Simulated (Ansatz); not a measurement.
## WSe2: single-point calculation

The run: single-point calculation of WSe2 (Cm, 6 atoms in the cell). Method and program: DFT PBEsol+D3(BJ), scalar-relativistic, plane waves, PAW, no spin polarisation (Ansatz 0.2.0).

The structure derives from an entry of the Crystallography Open Database. It belongs to a series of runs on one base structure; here: atom 3 (Se) moved -0.060 A towards its neighbour atom 2 (W) at 2.511 A. Figures and captions count atoms from 1; the log counts them from 0 in places.

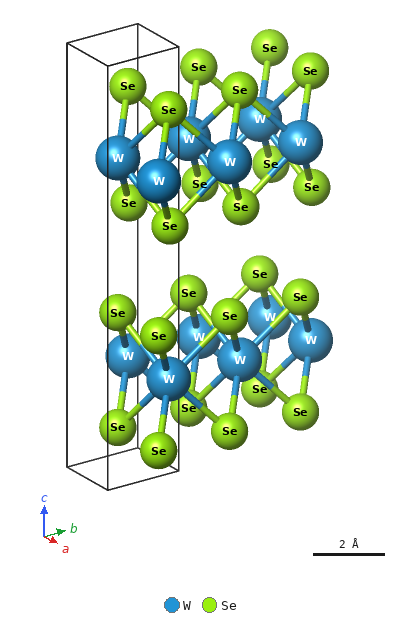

Figure 1. The input geometry (ball-and-stick view of the cell of the calculation, repeated 2 × 3 × 1, seen slightly off an axis). An atom can appear more than once, as a periodic image. Near neighbours in the periodic cell (some may lie outside the picture): W has 6 Se at 2.51 to 2.57 Å; Se has 3 W at 2.51 to 2.57 Å.

## Summary

| quantity | value |
| --- | --- |
| outcome | converged |
| space group (tolerance 0.01 Å) | Cm (8) |
| electrons treated | 92 |
| free energy | −42216.2621 eV |
| Fermi energy | 14.721 eV |
| gap on the k-point mesh | 0.68 eV |
| pressure | −0.89 GPa |
| largest force (length of the vector) | 0.740 eV/Å |
| hardware | 1 thread of Intel Xeon (Sapphire Rapids), 32 GiB of memory available, shared host |
| wall time | 76 s |
| peak memory | 0.94 GiB |

Spin–orbit coupling is left out, which matters for W.

## Input file
```yaml
crystal:
  lattice:
    - [3.2304557819, 0.0, 0.0]
    - [-1.6152278909, 2.7976567729, 0.0]
    - [0.0, 0.0, 12.4145017028]
  atoms:
    - { symbol: W, position: [0.3333333333, 0.6666666667, 0.25] }
    - { symbol: W, position: [0.6666666667, 0.3333333333, 0.75] }
    - { symbol: Se, position: [0.3492634842, 0.6746317421, 0.6113447097] }
    - { symbol: Se, position: [0.6666666667, 0.3333333333, 0.1145805872] }
    - { symbol: Se, position: [0.3333333333, 0.6666666667, 0.8854194128] }
    - { symbol: Se, position: [0.6666666667, 0.3333333333, 0.3854194128] }
basis:
  ecutwfc: 420
kpoints:
  mp_grid: { grid: [12, 12, 4] }
hamiltonian:
  xc: pbesol
  dispersion: d3bj
scf:
  occupations: { method: gaussian, width: 0.05 }
output:
  forces: true
  stress: true
  eigenvalues: true
  write_density: true
  write_potential: true
  elf: true
  volumetric_format: npy
```

Command:
```bash
ansatz run input.yaml --threads 1 --pin off --max-ram 2560MiB --backend cpu --events-out ev --progress --plain --runs-dir out
```

## Log
```
Engine: ansatz 0.2.0, x86_64-unknown-linux-gnu
Pseudopotentials: kind: paw
Pseudopotential: W, paw, valence charge 14, recommended cutoff 420 eV (normal), W.paw.azcp
Pseudopotential: Se, paw, valence charge 16, recommended cutoff 420 eV (normal), Se.paw.azcp
Functional definition: PBEsol
  exchange = pbesol_x
  correlation = pbesol_c
Crystal: 6 atoms, lattice volume = 112.199 Å³
Basis set: ecut = 420 eV, 2249 PW (Γ), exchange–correlation on 48×48×180 points (8 copies of the dense FFT grid, shifted against one another)
Bands: 56, of which v1, the nominal top of the filled ones, is band 46 counted from 1 (45 counted from 0)
Symmetry: 2 space group operations
Space group: Cm (ITA 8), of the structure as read, at distance tolerance 4.8e-5 Å
k-points: 164 of 576 (time reversal used)
Non-local potential: W, projectors of the file, l = 0: 3, l = 1: 2, l = 2: 2, l = 3: 1
Non-local potential: Se, projectors of the file, l = 0: 2, l = 1: 2, l = 2: 3, l = 3: 1
PAW form: soft (Blöchl's): semilocal exchange-correlation on the pseudo side does not see the compensation charge
PAW frozen core: W, regenerated for the run's functional, and the local potential with it (the file was generated under x = pbe(κ = 0.804, μ = 0.2195149727645171), c = pbe(β = 0.06672455060314922))
PAW frozen core: Se, regenerated for the run's functional, and the local potential with it (the file was generated under x = pbe(κ = 0.804, μ = 0.2195149727645171), c = pbe(β = 0.06672455060314922))
PAW one-centre angular grid: W, 590 points (default); XC on 64 Gauss nodes
PAW one-centre angular grid: Se, 590 points (default); XC on 64 Gauss nodes
Initial density: superposition of atomic densities (neutral atoms: chi_scale 0, normalization atom), corrected by the library's trained network
Initial wavefunctions: pseudopotential atomic-orbital guess
Functional: x = pbesol(κ = 0.804, μ = 0.12345679012345678), c = pbesol(β = 0.046)
SCF iter   1: F=—  HF=-42216.255987 eV  |F-HF|=—  |Δ(HF+E_count)|=         —  Δρ=4.90e-3  dr2=1.18e-2  ethr=1.77e-3  ⟨swp⟩=6.2  Hψ=32709  notcnv=0  defer=6
preconditioner: auto → Resta (q_TF=auto, 2.640 Å⁻¹)  ε∞=6.2  [insulator: Δε(μ)=0.681 eV  Ē_g=9.197 eV  σ=0.050 eV  W_gap=1.00  n_scr=40 (ndim 8)  ℏωp=21.0 eV  f_vac=0.019  D(μ)=0.00/eV (n_scr^D=0)  ε∞_Penn≈6.2]
SCF iter   2: F=—  HF=-42216.259745 eV  |F-HF|=—  |Δ(HF+E_count)|=   3.76e-3  Δρ=2.82e-3  dr2=3.84e-3  ethr=1.28e-5  ⟨swp⟩=3.0  Hψ=18981  notcnv=0  defer=43
SCF iter   3: F=—  HF=-42216.262008 eV  |F-HF|=—  |Δ(HF+E_count)|=   2.26e-3  Δρ=6.54e-4  dr2=4.09e-4  ethr=4.17e-6  ⟨swp⟩=2.0  Hψ=10995  notcnv=0  defer=43
SCF iter   4: F=—  HF=-42216.262071 eV  |F-HF|=—  |Δ(HF+E_count)|=   6.33e-5  Δρ=1.70e-4  dr2=9.29e-5  ethr=4.45e-7  ⟨swp⟩=2.0  Hψ=15938  notcnv=0  defer=43
SCF iter   5: F=—  HF=-42216.262073 eV  |F-HF|=—  |Δ(HF+E_count)|=   2.07e-6  Δρ=1.05e-4  dr2=1.06e-5  ethr=1.01e-7  ⟨swp⟩=2.0  Hψ=10200  notcnv=0  defer=43
SCF iter   6: F=—  HF=-42216.262079 eV  |F-HF|=—  |Δ(HF+E_count)|=   5.75e-6  Δρ=1.88e-5  dr2=9.35e-7  ethr=1.15e-8  ⟨swp⟩=2.0  Hψ=11629  notcnv=0  defer=43
SCF iter   7: F=—  HF=-42216.262079 eV  |F-HF|=—  |Δ(HF+E_count)|=   1.25e-7  Δρ=1.01e-5  dr2=3.95e-7  ethr=1.02e-9  ⟨swp⟩=2.1  Hψ=12479  notcnv=0  defer=43
SCF iter   8: F=-42216.262079 eV  HF=-42216.262079 eV  |F-HF|=1.38e-8  |Δ(HF+E_count)|=  2.04e-10  Δρ=3.62e-6  dr2=3.66e-8  ethr=1.09e-10  ⟨swp⟩=11.3  Hψ=58774  notcnv=0
SCF 1 converged in 8 iterations: F = -42216.262079 eV  dr2 = 3.66e-8
  greatest PAW one-centre occupation: 1.000 electrons in one spin orbital (limit 2), on the Se atom at site 5 (counted from 0), in its partial waves of l = 2
```

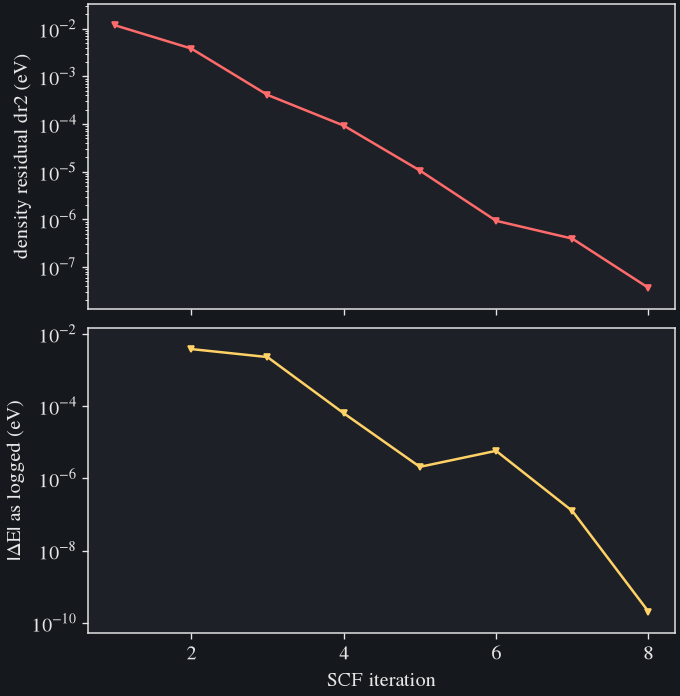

Figure 2. Convergence of the self-consistent field: density residual dr2 and size of the energy change against the SCF iteration. The residual falls at every step.

```
SCF converged after 8 iterations
Free energy (F): -42216.262079 eV
Harris-Foulkes:  -42216.262079 eV  (|F-HF|=1.38e-8)
Internal energy: -42216.262079 eV  (E = F + TS)
E sigma→0 (E₀):  -42216.262079 eV
Fermi energy:    14.720677 eV
--- Per-component energies (eV) ---
  E_band       = -1564.189661
  E_kinetic    = 1384.100575
  E_local      = -10439.993199  (includes V_loc(G=0)·N_el)
  E_nonlocal   = -2361.856847
  E_hartree    = 5057.227804
  E_xc         = -948.347082
  E_vxc        = -875.726471  (∫ρ·V_xc dr)
  E_paw        = -24344.682481  (= ΣΔE_a)
  E_vpaw       = 614.832539  (= ΣTr[D̂ρ^β])
  E_aug_tail   = -0.002557  (compensation charges beyond the density's cutoff)
  E_ewald      = -10564.324067
  E_disp       = -2.861612  (pairwise vdW)
  E_core_change = 4.477386  (= ΣΔE_core)
  E_smearing   = -0.000000  (= −TS)
  E_closure    = 0.000000  (closes the sum)
  Σ components = -42216.262079   (vs F -42216.262079, Δ=0.00e0)
--- Forces (eV/Å), atoms counted from 1 ---
  atom   1  W      0.00433219     0.00250119    -0.00305154
  atom   2  W      0.32869977     0.18977490    -0.54799946
  atom   3  Se    -0.32204259    -0.18593137     0.63969249
  atom   4  Se    -0.00163531    -0.00094415    -0.00142783
  atom   5  Se    -0.01515906    -0.00875209    -0.06062364
  atom   6  Se     0.00580480     0.00335140    -0.02658066
  max |Σ_I F_I| component: 9.36e-6 eV/Å
--- Stress (GPa, compression-positive) ---
       -0.694192      -0.182186       0.680938
       -0.182186      -0.483821       0.393140
        0.680938       0.393140      -1.505279
  P = ⅓ Tr σ = -0.8944 GPa (-8.944 kbar)
--- Band table (eV; the first three rows and the last of 164) ---
  k-point 0: bands = ["-59.8525", "-59.8470", "-33.6229", "-33.6228", "-33.6148", "-33.6147", "-33.5987", "-33.5985", "-33.5960", "-33.5960", "-33.5896", "-33.5896", "-33.5886", "-33.5871", "-33.5851", "-33.5791", "-33.5717", "-33.5702", "-33.5658", "-33.5638", "-33.5607", "-33.5563", "-24.1851", "-24.1716", "-23.9934", "-23.9933", "-23.9776", "-23.9724", "-1.3450", "-0.8559", "-0.2408", "0.5367", "6.6500", "8.2992", "10.1322", "11.6626", "11.6627", "11.7686", "11.8130", "12.8130", "12.8443", "12.8892", "12.9238", "13.0768", "13.6311", "14.3810", "16.9402", "17.0023", "17.0768", "17.0883", "17.1232", "17.2342", "17.4185", "17.4604", "19.1501", "19.7964"]
  k-point 1: bands = ["-59.8525", "-59.8470", "-33.6229", "-33.6228", "-33.6148", "-33.6147", "-33.5987", "-33.5985", "-33.5960", "-33.5960", "-33.5896", "-33.5896", "-33.5886", "-33.5871", "-33.5851", "-33.5791", "-33.5717", "-33.5702", "-33.5658", "-33.5638", "-33.5607", "-33.5563", "-24.1851", "-24.1716", "-23.9934", "-23.9933", "-23.9776", "-23.9724", "-1.3009", "-0.9739", "-0.0820", "0.4441", "6.8233", "7.9181", "10.6014", "11.6634", "11.6634", "11.7669", "11.8117", "12.3776", "12.8284", "12.8517", "12.9085", "13.0647", "13.9169", "14.3417", "16.9322", "17.0013", "17.0639", "17.0932", "17.1923", "17.2434", "17.3926", "17.4224", "19.2636", "19.7203"]
  k-point 2: bands = ["-59.8525", "-59.8470", "-33.6229", "-33.6228", "-33.6148", "-33.6147", "-33.5987", "-33.5985", "-33.5960", "-33.5960", "-33.5896", "-33.5896", "-33.5886", "-33.5871", "-33.5851", "-33.5791", "-33.5717", "-33.5702", "-33.5658", "-33.5638", "-33.5607", "-33.5563", "-24.1851", "-24.1715", "-23.9934", "-23.9933", "-23.9776", "-23.9724", "-1.2060", "-1.1237", "0.1812", "0.2282", "7.2666", "7.3228", "11.4288", "11.5453", "11.6641", "11.6643", "11.7716", "11.8104", "12.8566", "12.8583", "12.8803", "13.0573", "14.1770", "14.2243", "16.9255", "17.0013", "17.0546", "17.1079", "17.2630", "17.2753", "17.3540", "17.3571", "19.4872", "19.5342"]
  k-point 163: bands = ["-59.8389", "-59.8334", "-33.6233", "-33.6173", "-33.6149", "-33.6093", "-33.6006", "-33.5993", "-33.5964", "-33.5918", "-33.5905", "-33.5902", "-33.5875", "-33.5859", "-33.5796", "-33.5764", "-33.5723", "-33.5723", "-33.5665", "-33.5655", "-33.5579", "-33.5537", "-24.2802", "-24.2544", "-24.1240", "-24.1128", "-24.0605", "-24.0439", "1.0336", "1.0655", "1.3027", "1.3815", "7.2551", "7.3516", "8.3311", "8.3391", "9.6918", "9.7274", "10.9391", "11.0149", "11.5481", "11.6066", "12.8580", "12.9174", "13.1526", "13.2261", "16.6456", "16.7039", "16.9089", "16.9408", "17.6346", "17.7589", "18.4381", "18.4991", "18.6647", "18.7502"]
```

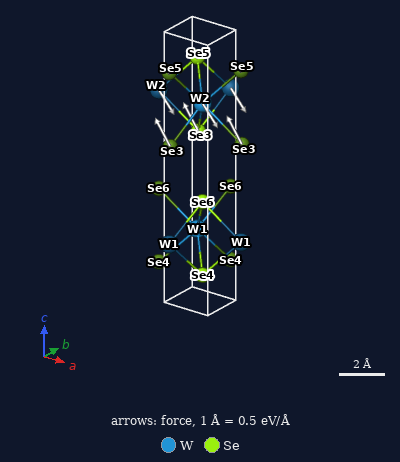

Figure 3. Forces on the atoms as white arrows (ball-and-stick view of the cell of the calculation, seen slightly off an axis; neighbours outside the cell are drawn fainter; atoms are numbered from 1 in the order of the input); the smallest are left out. The largest act on Se3 (0.74 eV/Å); W2 (0.67 eV/Å). The geometry is not a stationary point of this energy.

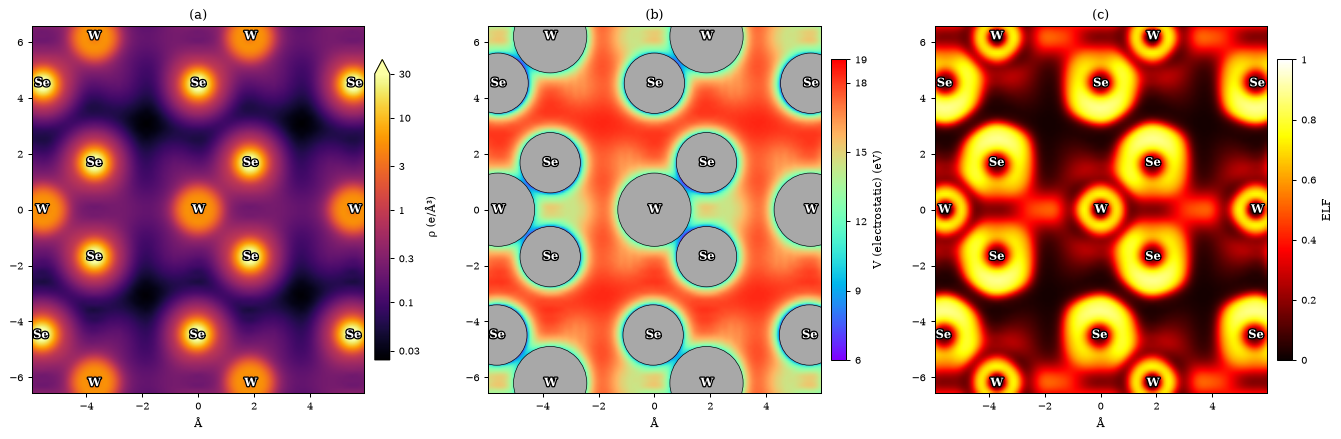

Figure 4. (a) valence pseudo-density; (b) electrostatic potential energy of an electron; (c) electron localisation function on the (010) plane of the conventional cell. Grey discs, where drawn, cover atomic cores. Atoms in the plane: W and Se. W–Se (2.51 Å): ρ is about 0.57 e/Å³ halfway; the ELF is about 0.50 at the midpoint. W–Se (2.57 Å): ρ is about 0.51 e/Å³ halfway; the ELF is about 0.50 at the midpoint. Away from the nuclei the density in this plane falls to 0.02 e/Å³ at its lowest. The strong features right at W lie inside the PAW spheres (semicore, d or f shells) and say nothing about bonding. Outside the cores the potential energy rises away from the atoms and is highest about 2.3 Å from the nearest atoms; outside the discs it spans about 12 eV, and its zero is arbitrary. In a PAW calculation such maps are meaningful between the atoms, not at the nuclei.

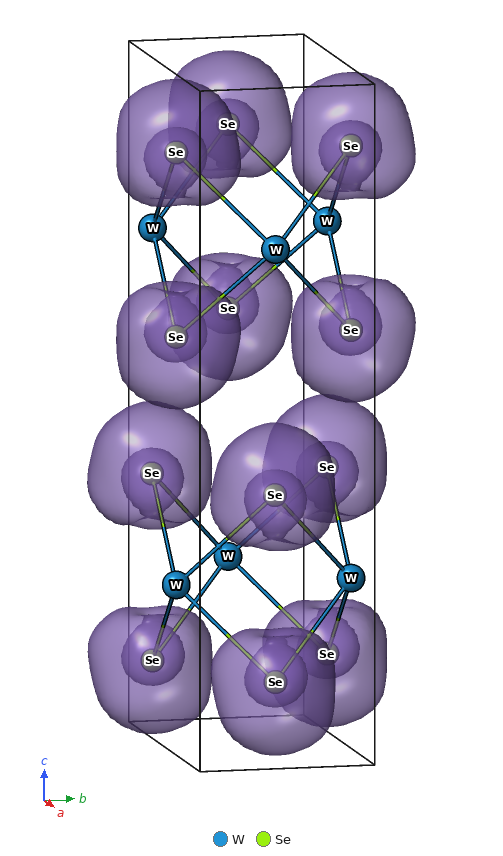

Figure 5. Isosurface of the electron localisation function at 0.65 (purple), seen slightly off an axis. Core shells and regions of very low density are left out. Sticks mark near contacts. The outline is the cell set on symmetry axes. Values along the shortest contacts: W–Se (2.51 Å): the ELF is about 0.50 at the midpoint. W–Se (2.57 Å): the ELF is about 0.50 at the midpoint.
